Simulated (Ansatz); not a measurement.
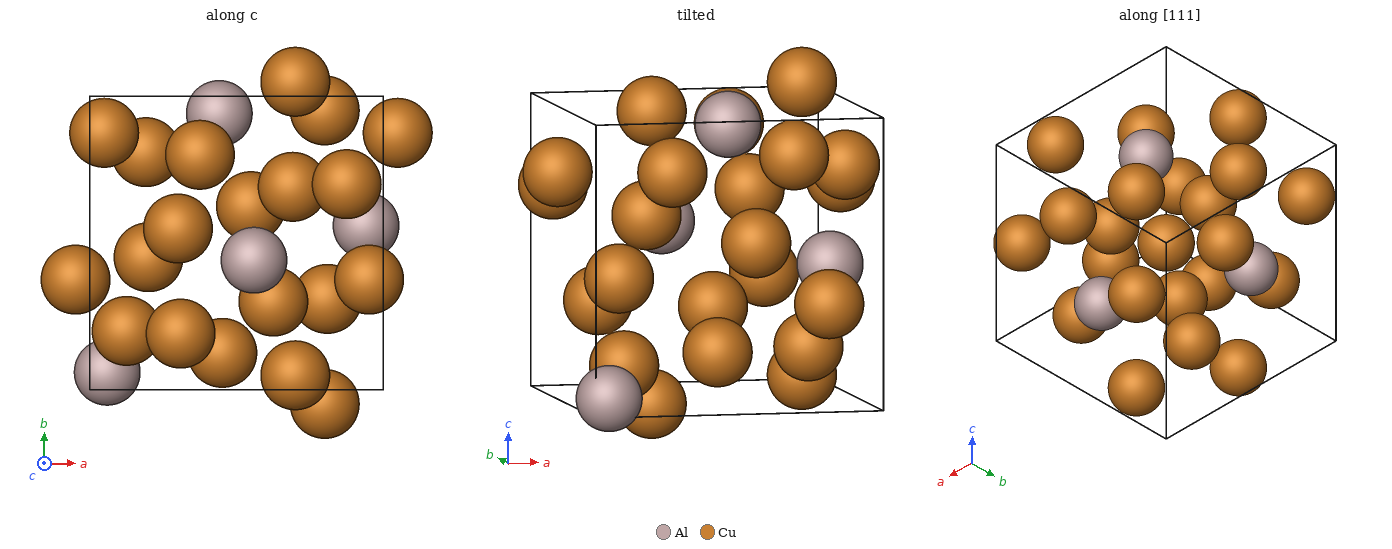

An orthographic spheres-only view of the structure, along the c axis, slightly off an axis and along [111]. Atoms at the boundary of the conventional unit cell (the box) are drawn once for each face, edge or corner they touch.

What can be read from this drawing?

- The compound is AlCu4.
- It belongs to space group P2_13 (No. 198) and has a primitive cubic lattice.
- Atoms per cell: 20 (4 Al, 16 Cu).
- The coordination shell of Al holds twelve Cu. Cu bonds to nine Cu and three Al.

Source of the structure: a structure listed in the Materials Project. Earlier steps of the study, as a rule a relaxation of our own, may have changed the cell and positions, so they can lie some per cent off the listed ones. An electronic-structure calculation with Ansatz was run on it.
